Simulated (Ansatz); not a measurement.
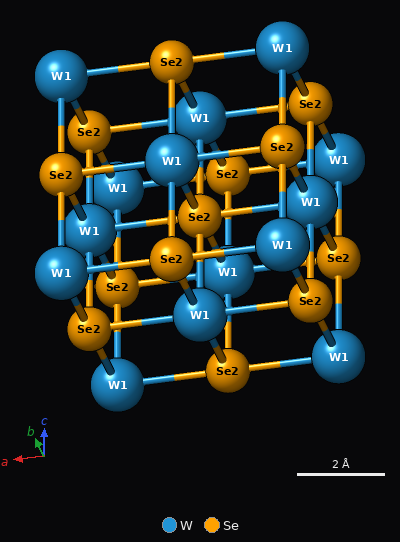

The structure (ball-and-stick view of the cell 4 times as large as that of the calculation, set on its symmetry axes, seen at an oblique angle; atoms are numbered from 1 in the order of the input). An atom can appear more than once, as a periodic image. Near neighbours in the periodic cell (some may lie outside the picture): W has 6 Se at 2.65 Å; Se has 6 W at 2.65 Å.

**Single-point calculation, with input and output: WSe (part 1 of 2)**

The run: single-point calculation of WSe (Fm-3m, 2 atoms in the cell). Method and program: DFT r2SCAN+U, scalar-relativistic, plane waves, PAW, Ueff = 6.2 eV on W d (Ansatz 0.2.0).

The structure was built on a prototype by a generator; it need not be a known phase. The run did not end well. It belongs to a series of runs on one base structure; here: volume fm: 0.8 V/V0. Figures and captions count atoms from 1; the log counts them from 0 in places.

Input
```yaml
crystal:
  lattice:
    - [0.0, 2.6484959801, 2.6484959801]
    - [2.6484959801, 0.0, 2.6484959801]
    - [2.6484959801, 2.6484959801, 0.0]
  atoms:
    - { symbol: W, position: [0.0, 0.0, 0.0], spin: 1.0 }
    - { symbol: Se, position: [0.5, 0.5, 0.5] }
basis:
  ecutwfc: 500
kpoints:
  mp_grid: { grid: [12, 12, 12] }
hamiltonian:
  xc: r2scan
  hubbard: { sites: [{ species: W, l: d, u_eff: 6.2 }] }
scf:
  occupations: { method: gaussian, width: 0.1 }
output:
  forces: true
  stress: true
  eigenvalues: true
  populations: true
magnetization:
  spin_polarized: true
```

Hardware: 1 thread of Oxide Virtual Turin-like (Zen 5), 32 GiB of memory available, shared host.

Command:
```bash
ansatz run input.yaml --threads 1 --pin off --max-ram 2560MiB --backend cpu --events-out ev --progress --plain --runs-dir out
```

The program's output
```
W: projections on atomic orbitals take those of the free atom [Kr 4d10 4f14] 5s2 5p6 5d4 6s2, of charge +0.00 (hamiltonian.pseudopotentials.projection_atoms); the dataset's partial waves leave at most 6.5e-5 of an orbital's norm unspanned inside its sphere
Se: projections on atomic orbitals take those of the free atom [Ar] 3d10 4s2 4p4, of charge +0.00 (hamiltonian.pseudopotentials.projection_atoms); the dataset's partial waves leave at most 2.3e-6 of an orbital's norm unspanned inside its sphere
Engine: ansatz 0.2.0, x86_64-unknown-linux-gnu
Pseudopotentials: kind: paw
Pseudopotential: W, paw, valence charge 14, recommended cutoff 500 eV (meta_gga), W.paw.azcp
Pseudopotential: Se, paw, valence charge 16, recommended cutoff 500 eV (meta_gga), Se.paw.azcp
Functional definition: r2SCAN
  parameter k0 = 0.174
  parameter k1 = 0.065
  parameter a1 = 4.9479
  exchange = r2scan_x(k0 = k0, k1 = k1, a1 = a1)
  correlation = r2scan_c
Crystal: 2 atoms, lattice volume = 37.156 Å³
Basis set: ecut = 500 eV, 941 PW (Γ), exchange–correlation on 120×120×120 points (64 copies of the dense FFT grid, shifted against one another)
Bands: 20, of which v1, the nominal top of the filled ones, is band 15 counted from 1 (14 counted from 0)
Symmetry: 48 space group operations
Space group: Fm-3m (ITA 225), of the structure as read, at distance tolerance 3.3e-5 Å
Magnetic group: BNS 225.116 (UNI 1618), of the structure as read, at distance tolerance 3.3e-5 Å
k-points: 72 of 1728
Non-local potential: W, projectors of the file, l = 0: 3, l = 1: 2, l = 2: 2, l = 3: 1
Non-local potential: Se, projectors of the file, l = 0: 2, l = 1: 2, l = 2: 3, l = 3: 1
PAW form: soft (Blöchl's): semilocal exchange-correlation on the pseudo side does not see the compensation charge
PAW frozen core: W, regenerated for the run's functional (the file was generated under x = pbe(κ = 0.804, μ = 0.2195149727645171), c = pbe(β = 0.06672455060314922))
PAW frozen core: Se, regenerated for the run's functional (the file was generated under x = pbe(κ = 0.804, μ = 0.2195149727645171), c = pbe(β = 0.06672455060314922))
PAW one-centre angular grid: W, 590 points (default); XC on 160 Gauss nodes
PAW one-centre angular grid: Se, 590 points (default); XC on 160 Gauss nodes
Initial density: superposition of atomic densities (chi_scale 0.1, normalization cell)
Starting moments: Σ|m| = 1 μB on 1 of 2 sites
Initial wavefunctions: pseudopotential atomic-orbital guess
Functional: x = r2scan, c = r2scan; τ floored in thin density (d = 2e-4 eV/Å³)
iter 1 solved again at ethr=3.24e-4 eV; its pass at ethr=3.10e-3 eV (dr2=9.72e-2 eV) is discarded
SCF iter   1: F=—  HF=-15865.231961 eV  |F-HF|=—  |Δ(HF+E_count)|=         —  Δρ=3.37e-2 (↑3.15e-2 ↓3.37e-2)  dr2=9.76e-2  dr2_τ=5.59e-2  dr2_m=3.15e-1  M=2.267 μB ∫|m|=2.280 μB  β_m=1.00  ethr=3.24e-4  ⟨swp⟩=1.0  Hψ=17634  notcnv=0
preconditioner: auto → Kerker (q_TF=auto, 2.633 Å⁻¹)  [metal: Δε(μ)=0.009 eV  Ē_g=9.565 eV  σ=0.100 eV  W_gap=0.05  n_scr=14 (ndim 8)  ℏωp=21.1 eV  f_vac=0.000  D(μ)=1.85/eV (n_scr^D=14)]
spin=Collinear: Kerker preconditioning applied to the charge; magnetization (m = ρ↑ − ρ↓) channel mixes plain (no charge-response kernel on spin).
SCF iter   2: F=—  HF=-15866.953420 eV  |F-HF|=—  |Δ(HF+E_count)|=    1.72e0  Δρ=3.04e-2 (↑3.04e-2 ↓2.22e-2)  dr2=9.37e-2  dr2_τ=2.38e-2  dr2_m=1.91e-1  M=3.160 μB ∫|m|=3.201 μB  β_m=1.00  ethr=3.24e-4  ⟨swp⟩=2.6  Hψ=5924  notcnv=0  κ⁻¹=1.0e0(r=1)
SCF iter   3: F=—  HF=-15868.073669 eV  |F-HF|=—  |Δ(HF+E_count)|=    1.12e0  Δρ=1.68e-2 (↑1.68e-2 ↓1.16e-2)  dr2=1.09e-1  dr2_τ=4.35e-3  dr2_m=3.18e-2  M=3.499 μB ∫|m|=3.570 μB  β_m=1.00  ethr=3.12e-4  ⟨swp⟩=2.1  Hψ=6021  notcnv=0  defer=56  κ⁻¹=6.0e-2(r=2)
SCF iter   4: F=—  HF=-15868.643545 eV  |F-HF|=—  |Δ(HF+E_count)|=   5.70e-1  Δρ=1.37e-2 (↑1.37e-2 ↓1.00e-2)  dr2=1.34e-1  dr2_τ=2.24e-3  dr2_m=1.04e-2  M=3.665 μB ∫|m|=3.766 μB  β_m=1.00  ethr=3.12e-4  ⟨swp⟩=1.9  Hψ=4068  notcnv=0  defer=56  κ⁻¹=1.3e-3(r=3)
SCF iter   5: F=—  HF=-15869.006970 eV  |F-HF|=—  |Δ(HF+E_count)|=   3.63e-1  Δρ=1.15e-2 (↑1.15e-2 ↓7.15e-3)  dr2=1.07e-1  dr2_τ=5.65e-4  dr2_m=5.52e-3  M=3.780 μB ∫|m|=3.904 μB  β_m=1.00  ethr=3.12e-4  ⟨swp⟩=2.5  Hψ=5075  notcnv=0  defer=56  κ⁻¹=9.8e-4(r=4)
SCF iter   6: F=—  HF=-15869.210609 eV  |F-HF|=—  |Δ(HF+E_count)|=   2.04e-1  Δρ=1.45e-2 (↑1.45e-2 ↓9.36e-3)  dr2=1.59e-1  dr2_τ=6.04e-4  dr2_m=5.36e-3  M=3.865 μB ∫|m|=4.007 μB  β_m=1.00  ethr=3.12e-4  ⟨swp⟩=1.5  Hψ=3433  notcnv=0  defer=56  κ⁻¹=6.7e-4(r=5)
SCF iter   7: F=—  HF=-15869.347393 eV  |F-HF|=—  |Δ(HF+E_count)|=   1.37e-1  Δρ=1.75e-2 (↑1.75e-2 ↓1.15e-2)  dr2=2.58e-1  dr2_τ=8.33e-4  dr2_m=5.73e-3  M=3.917 μB ∫|m|=4.077 μB  β_m=1.00  ethr=3.12e-4  ⟨swp⟩=1.7  Hψ=3393  notcnv=0  defer=56  κ⁻¹=6.3e-5(r=6)
SCF iter   8: F=—  HF=-15869.424517 eV  |F-HF|=—  |Δ(HF+E_count)|=   7.71e-2  Δρ=1.99e-2 (↑1.99e-2 ↓1.33e-2)  dr2=3.30e-1  dr2_τ=9.78e-4  dr2_m=6.47e-3  M=3.961 μB ∫|m|=4.135 μB  β_m=1.00  ethr=3.12e-4  ⟨swp⟩=1.0  Hψ=3208  notcnv=0  defer=56  κ⁻¹=1.5e-5(r=7)
SCF iter   9: F=—  HF=-15869.447675 eV  |F-HF|=—  |Δ(HF+E_count)|=   2.32e-2  Δρ=1.29e-2 (↑1.29e-2 ↓9.15e-3)  dr2=1.48e-1  dr2_τ=6.92e-4  dr2_m=2.59e-3  M=3.987 μB ∫|m|=4.174 μB  β_m=1.00  ethr=3.12e-4  ⟨swp⟩=2.3  Hψ=4320  notcnv=0  defer=56  κ⁻¹=4.2e-6(r=8)
SCF iter  10: F=—  HF=-15869.454500 eV  |F-HF|=—  |Δ(HF+E_count)|=   6.82e-3  Δρ=1.95e-3 (↑1.72e-3 ↓1.95e-3)  dr2=3.61e-3  dr2_τ=6.99e-4  dr2_m=4.32e-4  M=3.994 μB ∫|m|=4.193 μB  β_m=0.30  ethr=3.12e-4  ⟨swp⟩=2.1  Hψ=4852  notcnv=0  defer=58  κ⁻¹=4.8e-6(r=8)
SCF iter  11: F=—  HF=-15869.472859 eV  |F-HF|=—  |Δ(HF+E_count)|=   1.84e-2  Δρ=5.56e-3 (↑5.56e-3 ↓3.74e-3)  dr2=2.65e-2  dr2_τ=1.69e-4  dr2_m=6.61e-4  M=3.999 μB ∫|m|=4.207 μB  β_m=1.00  ethr=1.20e-5  ⟨swp⟩=2.0  Hψ=5015  notcnv=0  defer=60  κ⁻¹=5.4e-6(r=8)
SCF iter  12: F=—  HF=-15869.479600 eV  |F-HF|=—  |Δ(HF+E_count)|=   6.74e-3  Δρ=4.85e-3 (↑4.85e-3 ↓3.34e-3)  dr2=2.09e-2  dr2_τ=7.27e-5  dr2_m=3.90e-4  M=4.000 μB ∫|m|=4.220 μB  β_m=1.00  ethr=1.20e-5  ⟨swp⟩=2.1  Hψ=3788  notcnv=0  defer=60  κ⁻¹=6.3e-7(r=8)
SCF iter  13: F=—  HF=-15869.481562 eV  |F-HF|=—  |Δ(HF+E_count)|=   1.96e-3  Δρ=2.63e-3 (↑2.63e-3 ↓1.93e-3)  dr2=6.87e-3  dr2_τ=4.66e-5  dr2_m=1.24e-4  M=4.000 μB ∫|m|=4.227 μB  β_m=1.00  ethr=1.20e-5  ⟨swp⟩=2.1  Hψ=4067  notcnv=0  defer=60  κ⁻¹=9.6e-7(r=8)
SCF iter  14: F=—  HF=-15869.482592 eV  |F-HF|=—  |Δ(HF+E_count)|=   1.03e-3  Δρ=9.21e-4 (↑9.21e-4 ↓5.14e-4)  dr2=4.96e-4  dr2_τ=9.02e-5  dr2_m=6.41e-5  M=4.000 μB ∫|m|=4.229 μB  β_m=1.20  ethr=1.20e-5  ⟨swp⟩=2.0  Hψ=5489  notcnv=0  defer=60
Mixer restart at iter 14: flushing history
spin-set hold released at iteration 14 (site moments contracting): the magnetisation degrees of freedom join the quasi-Newton model from the next iteration; the mixer history was flushed
SCF iter  15: F=—  HF=-15869.483711 eV  |F-HF|=—  |Δ(HF+E_count)|=   1.12e-3  Δρ=5.59e-4 (↑3.34e-4 ↓5.59e-4)  dr2=2.59e-4  dr2_τ=1.77e-6  dr2_m=8.92e-6  M=4.000 μB ∫|m|=4.235 μB  β_m=1.20  ethr=1.65e-6  ⟨swp⟩=2.2  Hψ=3695  notcnv=0  defer=59  κ⁻¹=1.0e0(r=1)
SCF iter  16: F=—  HF=-15869.484769 eV  |F-HF|=—  |Δ(HF+E_count)|=   1.06e-3  Δρ=1.47e-4 (↑9.68e-5 ↓1.47e-4)  dr2=1.09e-5  dr2_τ=1.78e-6  dr2_m=8.51e-7  M=4.000 μB ∫|m|=4.242 μB  β_m=1.20  ethr=8.63e-7  ⟨swp⟩=2.3  Hψ=4288  notcnv=0  defer=59  κ⁻¹=2.3e-1(r=2)
SCF iter  17: F=—  HF=-15869.485067 eV  |F-HF|=—  |Δ(HF+E_count)|=   2.98e-4  Δρ=1.07e-4 (↑1.07e-4 ↓9.55e-5)  dr2=1.94e-5  dr2_τ=1.12e-7  dr2_m=4.14e-8  M=4.000 μB ∫|m|=4.246 μB  β_m=1.20  ethr=3.63e-8  ⟨swp⟩=2.7  Hψ=5643  notcnv=0  defer=59  κ⁻¹=1.4e-2(r=3)
SCF iter  18: F=—  HF=-15869.485100 eV  |F-HF|=—  |Δ(HF+E_count)|=   3.30e-5  Δρ=6.59e-5 (↑6.59e-5 ↓6.20e-5)  dr2=7.59e-6  dr2_τ=8.64e-8  dr2_m=8.53e-8  M=4.000 μB ∫|m|=4.247 μB  β_m=1.20  ethr=3.63e-8  ⟨swp⟩=2.0  Hψ=4929  notcnv=0  defer=59  κ⁻¹=5.6e-3(r=4)
SCF iter  19: F=—  HF=-15869.485107 eV  |F-HF|=—  |Δ(HF+E_count)|=   6.94e-6  Δρ=2.56e-5 (↑2.56e-5 ↓2.50e-5)  dr2=5.28e-7  dr2_τ=1.43e-8  dr2_m=1.04e-8  M=4.000 μB ∫|m|=4.247 μB  β_m=1.20  ethr=2.53e-8  ⟨swp⟩=2.2  Hψ=4984  notcnv=0  defer=59  κ⁻¹=3.6e-4(r=5)
SCF iter  20: F=—  HF=-15869.485106 eV  |F-HF|=—  |Δ(HF+E_count)|=   6.11e-7  Δρ=1.74e-5 (↑1.66e-5 ↓1.74e-5)  dr2=2.40e-7  dr2_τ=6.58e-9  dr2_m=1.74e-9  M=4.000 μB ∫|m|=4.247 μB  β_m=1.20  ethr=1.76e-9  ⟨swp⟩=2.0  Hψ=4837  notcnv=0  defer=59  κ⁻¹=9.4e-5(r=6)
SCF iter  21: F=—  HF=-15869.485106 eV  |F-HF|=—  |Δ(HF+E_count)|=   6.70e-8  Δρ=7.60e-6 (↑7.60e-6 ↓6.87e-6)  dr2=4.19e-8  dr2_τ=1.61e-9  dr2_m=1.18e-9  M=4.000 μB ∫|m|=4.248 μB  β_m=1.20  ethr=3.33e-10  ⟨swp⟩=4.4  Hψ=11826  notcnv=0  κ⁻¹=2.8e-5(r=7)
SCF iter  22: F=-15869.485106 eV  HF=-15869.485106 eV  |F-HF|=1.54e-8  |Δ(HF+E_count)|=   2.23e-8  Δρ=2.32e-6 (↑2.22e-6 ↓2.32e-6)  dr2=2.42e-9  dr2_τ=1.61e-10  dr2_m=1.19e-10  M=4.000 μB ∫|m|=4.247 μB  ethr=1.40e-10  ⟨swp⟩=4.8  Hψ=10457  notcnv=0
SCF 1 converged in 22 iterations: F = -15869.485106 eV  dr2 = 2.42e-9
  greatest PAW one-centre occupation: 1.000 electrons in one spin orbital (limit 2), on the Se atom at site 1 (counted from 0), in its partial waves of l = 2
Symmetry: 16 space group operations
k-points: 163 of 1728
Initial density: read from a saved state, or passed on in memory by an earlier SCF of this step, an earlier step, the calling program or the single point that the run made first
Starting moments: Σ|m| = 1 μB on 1 of 2 sites; this step starts from the density that it was given
```
